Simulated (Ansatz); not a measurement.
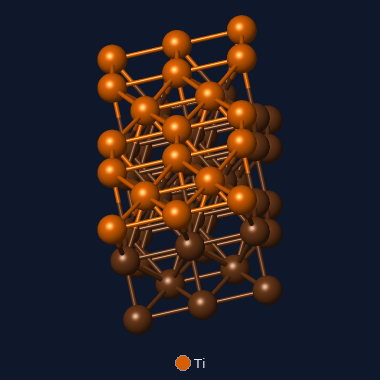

The system is O on a Ti(110) slab cut from the P6/mmm phase, its upper half relaxed before the scan (9 atoms of substrate and one adsorbate in a 1 × 1 cell); the picture shows it without the atoms that are moved over the map. O is moved over the surface cell; relaxed at each place: the height of the adsorbate's atoms; substrate rigid; the origin of the map has the adsorbate above Ti8. Places are given modulo a cell vector. The map is drawn in real space over the plane of the surface. The grid has 6 × 6 points; 16 points were computed and 20 follow by symmetry. Energies: eV, counted from the lowest grid point. The relaxed height changes by up to 0.8 Å between neighbouring points. With one adsorbate in each 1 × 1 cell, its nearest image is 2.8 Å away, so neighbouring adsorbates interact. The runs have no spin polarisation; a magnetic state may lie lower. Computed with DFT PBE, scalar-relativistic, plane waves, PAW (Ansatz 0.2.0). Settings: cutoff 420 eV, k-mesh 9×4×1, gaussian smearing 0.1 eV, no spin polarisation.

Range: position of O10 along the first surface vector from 0.000 to 0.833; position of O10 along the second surface vector from 0.000 to 0.833.

Question: Predict the map.

Answer: The lowest grid point is at a fourfold hollow over a second-layer Ti atom, (3/6, 5/6) of the cell vectors. The highest grid point, the top site over a surface Ti atom, (0/6, 0/6) of the cell vectors, lies 2.68 eV above the lowest. At the lowest point the adsorbate has 4 Ti at 1.98 Å as nearest neighbours, at the highest 1 Ti at 1.66 Å. Its relaxed height above the top atom is 0.40 Å at the lowest and 1.66 Å at the highest point.

| second ↓, first → | 0/6 | 1/6 | 2/6 | 3/6 | 4/6 | 5/6 |
| --- | --- | --- | --- | --- | --- | --- |
| 5/6 | 1.04 | 1.14 | 0.95 | 0.00 | 0.95 | 1.14 |
| 4/6 | 2.68 | 2.51 | 1.93 | 1.12 | 1.93 | 2.51 |
| 3/6 | 1.06 | 0.94 | 0.68 | 0.55 | 0.68 | 0.94 |
| 2/6 | 1.11 | 1.77 | 2.30 | 2.47 | 2.30 | 1.77 |
| 1/6 | 1.06 | 0.94 | 0.68 | 0.55 | 0.68 | 0.94 |
| 0/6 | 2.68 | 2.51 | 1.93 | 1.12 | 1.93 | 2.51 |

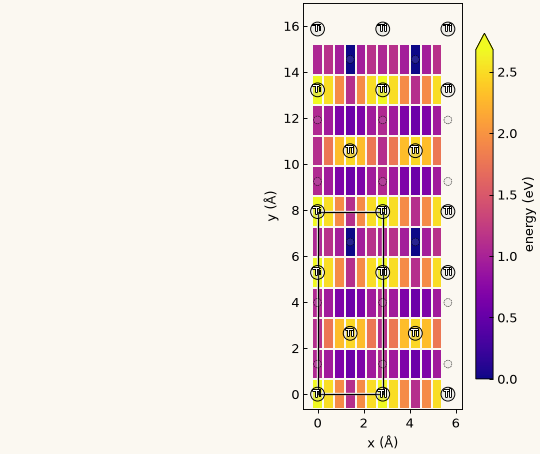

Drawn: one coloured cell a grid point, labelled circles for the atoms of the top layer and small ones for the second layer, the outline of one cell of the 2 × 2 shown, one colour for all values above the top of the scale.

The whole map (16 points run) took 35 min on 4 threads of Arm Neoverse N1 (shared host).

PAW datasets: the set soft_1.
